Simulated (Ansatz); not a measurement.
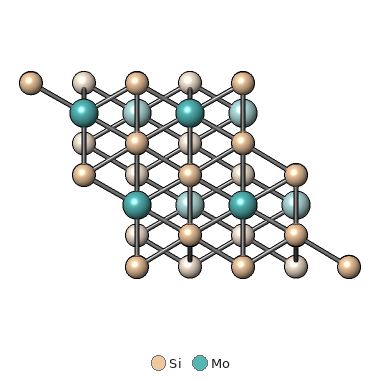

The system is S on a Si₂Mo(110) slab cut from the I4/mmm phase (12 atoms of substrate and one adsorbate in a 1 × 1 cell); the picture shows it without the atoms that are moved over the map. One S atom a 1 × 1 cell is placed over a mesh of places on the rigid (1 1 0) surface, and only its height is relaxed. Places are given modulo a cell vector. The map is drawn in real space over the plane of the surface. The grid has 4 × 4 points. Energies: eV, counted from the lowest grid point. This mesh misses the points at thirds of the hexagonal cell. With one adsorbate in each 1 × 1 cell, its nearest image is 4.5 Å away, so neighbouring adsorbates interact. Computed with Ansatz 0.2.0, DFT PBEsol, scalar-relativistic, plane waves, PAW.

Range: place along a₁ from 0.00 to 0.75; place along a₂ from 0.00 to 0.75.

Question: What landscape does the calculation give?

Answer: The lowest grid point is at (0/4, 3/4) of the cell vectors [nearest 1 Si at 2.12 Å]. The highest grid point, the top site over a surface Si atom, (0/4, 0/4) of the cell vectors, lies 1.29 eV above the lowest. At the lowest point the adsorbate has 1 Si at 2.12 Å as nearest neighbours, at the highest 1 Si at 2.05 Å. Its relaxed height above the top atom is 1.79 Å at the lowest and 2.05 Å at the highest point.

| place along a₂ ↓, place along a₁ → | 0/4 | 1/4 | 2/4 | 3/4 |
| --- | --- | --- | --- | --- |
| 3/4 | 0.00 | 1.11 | 1.11 | 0.00 |
| 2/4 | 0.49 | 1.21 | 0.49 | 0.66 |
| 1/4 | 0.54 | 0.54 | 0.93 | 0.93 |
| 0/4 | 1.29 | 0.39 | 0.92 | 0.39 |

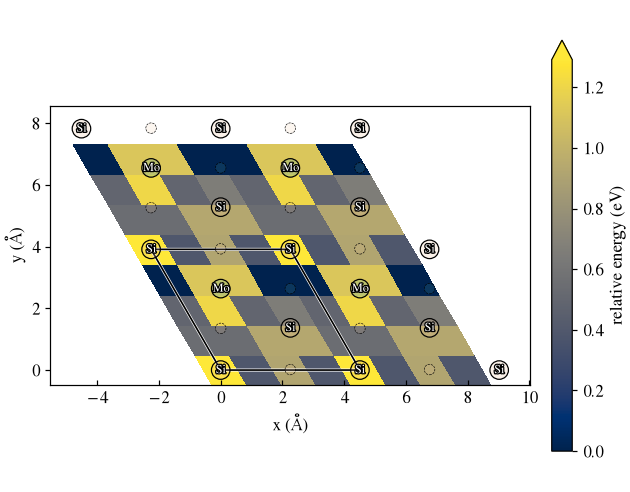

The picture shows one coloured cell a grid point, labelled circles for the atoms of the top layer and small ones for the second layer, the outline of one cell of the 2 × 2 shown, one colour for all values above the top of the scale.
